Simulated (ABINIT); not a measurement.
# Run report: GaSb, positron calculation (part 2 of 2)

Continued. System: GaSb (F-43m, 2 atoms in the cell). Method: Kohn-Sham DFT of a periodic cell, PBE, JTH PAW PBE v2.0, no spin polarisation (ABINIT 10.8.3); cutoff 353.75 eV, 6×6×6 k-mesh, fermi-dirac of 0.05 eV. The structure derives from an entry of the Crystallography Open Database.

Geometry of the input (Å; fractional positions):
```
0.0000  3.0590  3.0590
3.0590  0.0000  3.0590
3.0590  3.0590  0.0000
Sb 0.7500  0.7500  0.7500
Ga 0.0000  0.0000  0.0000
```

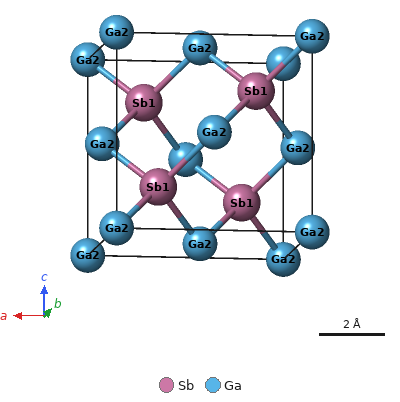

Figure 1. The input geometry (ball-and-stick view of the cell 4 times as large as that of the calculation, set on its symmetry axes, seen at an oblique angle; atoms are numbered from 1 in the order of the input).

**What the program printed, continued**
```
 cartesian forces (eV/Angstrom) at end:
    1      0.00000000000000    -0.00000000000000    -0.00000000000000
    2     -0.00000000000000     0.00000000000000     0.00000000000000
 frms,max,avg= 2.0746543E-29 3.2747519E-29   0.000E+00  0.000E+00  0.000E+00 e/A
 length scales=  8.175105046400  8.175105046400  8.175105046400 bohr
              =  4.326079284358  4.326079284358  4.326079284358 angstroms
 Fermi (or HOMO) energy (hartree) =   0.17500   Average Vxc (hartree)=  -0.31478
 Eigenvalues (hartree) for nkpt=  16  k points:
 kpt#   1, nband= 18, wtk=  0.00463, kpt=  0.0000  0.0000  0.0000 (reduced coord)
  -0.88392   -0.88392   -0.88392   -0.88336   -0.88336   -0.37932   -0.37932   -0.37932
  -0.37757   -0.37757   -0.24914    0.17275    0.17275    0.17275    0.17360    0.27498
   0.27498    0.27498
      occupation numbers for kpt#   1
   2.00000    2.00000    2.00000    2.00000    2.00000    2.00000    2.00000    2.00000
   2.00000    2.00000    2.00000    1.54415    1.54415    1.54415    1.36141    0.00000
   0.00000    0.00000
 prteigrs : prtvol=0 or 1, do not print more k-points.

--- !EnergyTerms
iteration_state     : {dtset: 1, }
comment             : Components of total free energy in Hartree
kinetic             :  9.05907966955244E+00
hartree             :  5.38176380524349E+01
xc                  : -3.99339742116383E+00
Ewald energy        : -9.16498378809280E+01
psp_core            :  3.56597889377250E+00
local_psp           : -1.48239358794273E+02
PAW spherical_terms :  1.57386646074999E+01
internal            : -1.61701232873105E+02
'-kT*entropy'       : -3.89618399914858E-05
total_energy        : -1.61701271834945E+02
total_energy_eV     : -4.40011576436707E+03
...

--- !EnergyTermsDC
iteration_state     : {dtset: 1, }
comment             : '"Double-counting" decomposition of free energy'
band_energy         : -1.26910300227187E+01
Ewald energy        : -9.16498378809280E+01
psp_core            :  3.56597889377250E+00
xc_dc               : -5.30650519289857E+01
PAW spherical_terms : -7.86129455219361E+00
internal            : -1.61701235491054E+02
'-kT*entropy'       : -3.89618399914858E-05
total_energy_dc     : -1.61701274452894E+02
total_energy_dc_eV  : -4.40011583560507E+03
...

--- !EnergyTermsWithPAWCore
iteration_state     : {dtset: 1, }
comment             : 'Components of total free energy, including PAW core contributions'
Total energy        : -8.42565439712721E+03
Total energy DC     : -8.42565439974516E+03
Total energy (eV)   : -2.29273736175377E+05
Total energy DC (eV): -2.29273736246615E+05
...

 Cartesian components of stress tensor (hartree/bohr^3)
  sigma(1 1)= -6.25831094E-05  sigma(3 2)=  0.00000000E+00
  sigma(2 2)= -6.25831094E-05  sigma(3 1)=  0.00000000E+00
  sigma(3 3)= -6.25831094E-05  sigma(2 1)=  0.00000000E+00

-Cartesian components of stress tensor (GPa)         [Pressure=  1.8413E+00 GPa]
- sigma(1 1)= -1.84125865E+00  sigma(3 2)=  0.00000000E+00
- sigma(2 2)= -1.84125865E+00  sigma(3 1)=  0.00000000E+00
- sigma(3 3)= -1.84125865E+00  sigma(2 1)=  0.00000000E+00

================================================================================
== DATASET  2 ==================================================================

--- !DatasetInfo
iteration_state: {dtset: 2, }
dimensions: {natom: 2, nkpt: 1, mband: 1, nsppol: 1, nspinor: 1, nspden: 1, mpw: 447, }
cutoff_energies: {ecut:  13.0, pawecutdg:  26.0, }
electrons: {nelect:   1.00000000E+00, charge:   0.00000000E+00, occopt:   2.00000000E+00, tsmear:   1.00000000E-02, }
meta: {optdriver: 0, ionmov: 0, optcell: 0, iscf: 17, paral_kgb: 0, }
...

 mkfilename : getden/=0, take file _DEN from output of DATASET   1.

 Exchange-correlation functional for the present dataset will be:
  GGA: Perdew-Burke-Ernzerhof functional - ixc=11
  J.P.Perdew, K.Burke, M.Ernzerhof, PRL 77, 3865 (1996)

 Real(R)+Recip(G) space primitive vectors, cartesian coordinates (Bohr,Bohr^-1):
 R(1)=  0.0000000  5.7806722  5.7806722  G(1)= -0.0864951  0.0864951  0.0864951
 R(2)=  5.7806722  0.0000000  5.7806722  G(2)=  0.0864951 -0.0864951  0.0864951
 R(3)=  5.7806722  5.7806722  0.0000000  G(3)=  0.0864951  0.0864951 -0.0864951
 Unit cell volume ucvol=  3.8633587E+02 bohr^3
 Angles (23,13,12)=  6.00000000E+01  6.00000000E+01  6.00000000E+01 degrees

 Coarse grid specifications (used for wave-functions):

 getcut: wavevector=  0.0000  0.0000  0.0000  ngfft=  30  30  30
         ecut(hartree)=     13.000   => boxcut(ratio)=   2.26346

 getcut : COMMENT -
  Note that boxcut > 2.2 ; recall that boxcut=Gcut(box)/Gcut(sphere) = 2
  is sufficient for exact treatment of convolution.
  Such a large boxcut is a waste : you could raise ecut
  e.g. ecut=   16.650589 Hartrees makes boxcut=2

 Fine grid specifications (used for densities):

 getcut: wavevector=  0.0000  0.0000  0.0000  ngfft=  40  40  40
         ecut(hartree)=     26.000   => boxcut(ratio)=   2.13164

--- Pseudopotential description ------------------------------------------------
- pspini: atom type   1  psp file is ./Sb.GGA_PBE-JTH.xml
 Pseudopotential format is: paw10
 basis_size (lnmax)=  6 (lmn_size= 18), orbitals=   0   0   1   1   2   2
 Spheres core radius: rc_sph= 2.40089151
 Shapefunction is BESSEL type: shapef(r,l)=aa(1,l)*jl(q(1,l)*r)+aa(2,l)*jl(q(2,l)*r)
 Radius for shape functions =  2.00542650
 Compensation charge density is not taken into account in XC energy/potential

- pspini: atom type   2  psp file is ./Ga.GGA_PBE-JTH.xml
 Pseudopotential format is: paw10
 basis_size (lnmax)=  6 (lmn_size= 18), orbitals=   0   0   1   1   2   2
 Spheres core radius: rc_sph= 2.10359248
 Shapefunction is BESSEL type: shapef(r,l)=aa(1,l)*jl(q(1,l)*r)+aa(2,l)*jl(q(2,l)*r)
 Radius for shape functions =  1.80829011
 Compensation charge density is not taken into account in XC energy/potential

--------------------------------------------------------------------------------

================================================================================

--- !BeginCycle
iteration_state: {dtset: 2, }
solver: {iscf: 17, nstep: 80, nline: 4, wfoptalg: 10, }
tolerances: {toldfe: 1.00E-09, }
...

     iter   Etot(hartree)      deltaE(h)  residm     nres2
 ETOT  1  -161.48220476705    -1.615E+02 6.714E+00 1.194E-01
 ETOT  2  -161.58470777967    -1.025E-01 2.559E+00 6.397E-02
 ETOT  3  -161.61388624481    -2.918E-02 4.006E-01 2.874E-02
 ETOT  4  -161.63614679954    -2.226E-02 1.618E+00 3.113E-03
 ETOT  5  -161.65450935532    -1.836E-02 2.441E-01 3.621E-03
 ETOT  6  -161.67052315626    -1.601E-02 1.310E+00 1.109E-04
 ETOT  7  -161.68634823137    -1.583E-02 2.003E-01 1.552E-03
 ETOT  8  -161.70322707308    -1.688E-02 2.090E+00 5.087E-03
 ETOT  9  -161.72385106077    -2.062E-02 2.469E-01 8.525E-03
 ETOT 10  -161.75017782329    -2.633E-02 3.276E+00 1.175E-02
[... 47 further cycles ...]
 ETOT 58  -162.10115893809    -4.031E-09 2.489E-07 1.722E-09
 ETOT 59  -162.10115894173    -3.634E-09 5.639E-08 5.382E-09
 ETOT 60  -162.10115894397    -2.248E-09 1.383E-07 2.915E-09
 ETOT 61  -162.10115894569    -1.713E-09 3.150E-08 4.426E-09
 ETOT 62  -162.10115894640    -7.131E-10 7.721E-08 5.755E-09
 ETOT 63  -162.10115895149    -5.087E-09 1.760E-08 3.516E-09
 ETOT 64  -162.10115895179    -3.062E-10 4.331E-08 7.189E-11
 ETOT 65  -162.10115895314    -1.351E-09 9.900E-09 1.256E-12
 ETOT 66  -162.10115895346    -3.118E-10 2.437E-08 5.375E-12
 ETOT 67  -162.10115895366    -2.061E-10 5.587E-09 6.147E-11

 At SCF step   67, etot is converged :
  for the second time, diff in etot=  2.061E-10 < toldfe=  1.000E-09

--- !ResultsGS
iteration_state: {dtset: 2, }
comment   : Summary of ground state results
lattice_vectors:
- [  0.0000000,   5.7806722,   5.7806722, ]
- [  5.7806722,   0.0000000,   5.7806722, ]
- [  5.7806722,   5.7806722,   0.0000000, ]
lattice_lengths: [   8.17511,    8.17511,    8.17511, ]
lattice_angles: [ 60.000,  60.000,  60.000, ] # degrees, (23, 13, 12)
lattice_volume:   3.8633587E+02
convergence: {deltae: -2.061E-10, res2:  6.147E-11, residm:  5.587E-09, diffor:  0.000E+00, }
etotal    :  -1.62101159E+02
entropy   :   0.00000000E+00
fermie    :  -3.99886576E-01
cartesian_stress_tensor: null
pressure_GPa: null
xred      :
- [  7.5000E-01,   7.5000E-01,   7.5000E-01, Sb]
- [  0.0000E+00,   0.0000E+00,   0.0000E+00, Ga]
cartesian_forces: null
force_length_stats: {min: null, max: null, mean: null, }
...

 Integrated electronic density in atomic spheres:
 ------------------------------------------------
 Atom  Sphere_radius  Integrated_density
    1        2.40089          0.02899636
    2        2.10359          0.01486317

--------------------------------------------------------------------------------
 Results for electron-positron annihilation:

2 computations of positron lifetime have been performed (with different enhancement factors).

########## Lifetime computation 1

 # Zero-positron density limit of Arponen and Pajanne provided by Boronski & Nieminen
   + GGA corrections
   Ref.: Boronski and R.M. Nieminen, Phys. Rev. B 34, 3820 (1986)
         B. Barbiellini, M.J. Puska, T. Torsti and R.M.Nieminen, Phys. Rev. B 51, 7341 (1995)
 # Enhancement factor of Boronski & Nieminen
   Ref.: Boronski and R.M. Nieminen, Phys. Rev. B 34, 3820 (1986)

 Positron lifetime                         (ps)   =  3.49673675E+02
 Positron lifetime with IPM for core elec. (ps)   =  3.52226709E+02
 Annihilation rate                         (ns-1) =  2.85980922E+00
 Annihilation rate with IPM for core elec. (ns-1) =  2.83908055E+00

 Annihilation rate core/valence decomposition:
   Core    contribution to ann.rate          (ns-1) =  1.25210951E-01
   Valence contribution to ann.rate          (ns-1) =  2.73459827E+00
   Core    contribution to ann.rate with IPM (ns-1) =  1.00681496E-01
   Valence contribution to ann.rate with IPM (ns-1) =  2.73839906E+00

 Annihilation rate PAW decomposition:
   Plane-wave contribution to ann.rate          (ns-1) =  2.71883168E+00
   Plane-wave valence contribution to ann.rate  (ns-1) =  2.70448188E+00
   On-site core contribution to ann.rate        (ns-1) =  1.10861150E-01
   On-site valence contribution to ann.rate     (ns-1) =  3.01163950E-02
   Plane-wave contribution to ann.rate with IPM (ns-1) =  2.71183727E+00
   Plane-wave core contrb. to ann.rate with IPM (ns-1) =  4.97158076E-03

########## Lifetime computation 2

 # Zero-positron density limit of Arponen and Pajanne provided by Boronski & Nieminen
   + GGA corrections
   Ref.: Boronski and R.M. Nieminen, Phys. Rev. B 34, 3820 (1986)
         B. Barbiellini, M.J. Puska, T. Torsti and R.M.Nieminen, Phys. Rev. B 51, 7341 (1995)
 # Enhancement factor of Boronski & Nieminen IN THE RPA LIMIT
   Ref.: Boronski and R.M. Nieminen, Phys. Rev. B 34, 3820 (1986)

 Positron lifetime                         (ps)   =  2.79833731E+02
 Positron lifetime with IPM for core elec. (ps)   =  2.81464117E+02
 Annihilation rate                         (ns-1) =  3.57355061E+00
 Annihilation rate with IPM for core elec. (ns-1) =  3.55285075E+00

 Annihilation rate core/valence decomposition:
   Core    contribution to ann.rate          (ns-1) =  1.25306395E-01
   Valence contribution to ann.rate          (ns-1) =  3.44824422E+00
   Core    contribution to ann.rate with IPM (ns-1) =  1.00681496E-01
   Valence contribution to ann.rate with IPM (ns-1) =  3.45216925E+00

 Annihilation rate PAW decomposition:
   Plane-wave contribution to ann.rate          (ns-1) =  3.43268321E+00
   Plane-wave valence contribution to ann.rate  (ns-1) =  3.41822688E+00
   On-site core contribution to ann.rate        (ns-1) =  1.10850057E-01
   On-site valence contribution to ann.rate     (ns-1) =  3.00173394E-02
   Plane-wave contribution to ann.rate with IPM (ns-1) =  3.42572199E+00
   Plane-wave core contrb. to ann.rate with IPM (ns-1) =  4.97158076E-03

      (*) IPM=Independent particle Model

================================================================================

 ----iterations are completed or convergence reached----

 Mean square residual over all n,k,spin=   55.873E-10; max=  55.873E-10
 reduced coordinates (array xred) for    2 atoms
       0.750000000000      0.750000000000      0.750000000000
       0.000000000000      0.000000000000      0.000000000000
 rms dE/dt=  0.0000E+00; max dE/dt=  0.0000E+00; dE/dt below (all hartree)
    1       0.000000000000      0.000000000000      0.000000000000
    2       0.000000000000      0.000000000000      0.000000000000

 cartesian coordinates (angstrom) at end:
    1      4.58849999696772     4.58849999696772     4.58849999696772
    2      0.00000000000000     0.00000000000000     0.00000000000000
 length scales=  8.175105046400  8.175105046400  8.175105046400 bohr
              =  4.326079284358  4.326079284358  4.326079284358 angstroms
 Fermi (or HOMO) energy (hartree) =  -0.39989   Average Vxc (hartree)=  -0.28095
 Eigenvalues (hartree) for nkpt=   1  k points:
 kpt#   1, nband=  1, wtk=  1.00000, kpt=  0.0000  0.0000  0.0000 (reduced coord)
  -0.39989

--- !EnergyTerms
iteration_state     : {dtset: 2, }
comment             : Components of total free energy in Hartree
kinetic             :  9.00537692183953E-02
local_psp           : -1.16546270238359E+00
PAW spherical_terms : -6.27238795738951E-03
positronic          : -1.08168132112256E+00
electronic          : -1.61701274452894E+02
electron_positron_interaction:  6.81798549402501E-01
total_energy        : -1.62101157224614E+02
total_energy_eV     : -4.41099720015945E+03
...

--- !EnergyTermsDC
iteration_state     : {dtset: 2, }
comment             : '"Double-counting" decomposition of free energy'
band_energy         : -3.99886575839055E-01
PAW spherical_terms :  0.00000000000000E+00
electron_positron_dc: -6.81796474331438E-01
positronic          : -1.08168305017047E+00
electronic          : -1.61701274452894E+02
electron_positron_interaction:  6.81798549402501E-01
total_energy_dc     : -1.62101158953662E+02
total_energy_dc_eV  : -4.41099724720924E+03
...

== END DATASET(S) ==============================================================
================================================================================

 -outvars: echo values of variables after computation  --------
            acell      8.1751050464E+00  8.1751050464E+00  8.1751050464E+00 Bohr
           etotal1    -1.6170127445E+02
           etotal2    -1.6210115895E+02
            fcart1     6.3683785447E-31 -2.7293050906E-31 -9.0976836353E-32
                      -6.3683785447E-31  2.7293050906E-31  9.0976836353E-32
            fcart2     9.9999999999E+99  9.9999999999E+99  9.9999999999E+99
                       9.9999999999E+99  9.9999999999E+99  9.9999999999E+99
            rprim      0.0000000000E+00  7.0710678120E-01  7.0710678120E-01
                       7.0710678120E-01  0.0000000000E+00  7.0710678120E-01
                       7.0710678120E-01  7.0710678120E-01  0.0000000000E+00
           strten1    -6.2583109443E-05 -6.2583109443E-05 -6.2583109443E-05
                       0.0000000000E+00  0.0000000000E+00  0.0000000000E+00
           strten2     9.9999999999E+99  9.9999999999E+99  9.9999999999E+99
                       9.9999999999E+99  9.9999999999E+99  9.9999999999E+99
           xangst      4.5884999970E+00  4.5884999970E+00  4.5884999970E+00
                       0.0000000000E+00  0.0000000000E+00  0.0000000000E+00
             xred      7.5000000000E-01  7.5000000000E-01  7.5000000000E-01
                       0.0000000000E+00  0.0000000000E+00  0.0000000000E+00
 Calculation completed.
```

**Key numbers**

| quantity | value |
| --- | --- |
| outcome | converged |
| space group (tolerance 0.01 Å) | F-43m (216) |
| electrons treated | 28 |
| free energy | −4400.1158 eV |
| positron lifetime (one of the program's estimates) | 279.8 ps |
| Fermi energy | 4.762 eV |
| gap on the k-point mesh | none (metallic) |
| pressure | 1.84 GPa |
| largest force (length of the vector) | under 0.001 eV/Å |
| hardware | 1 thread of Arm Neoverse V1, 24 GiB of memory available, shared host |
| wall time | 15 s |
| peak memory | 0.08 GiB |

**Remarks**

Points of doubt noted for this run: cutoff too low for stress; PAW basis incomplete for positron.
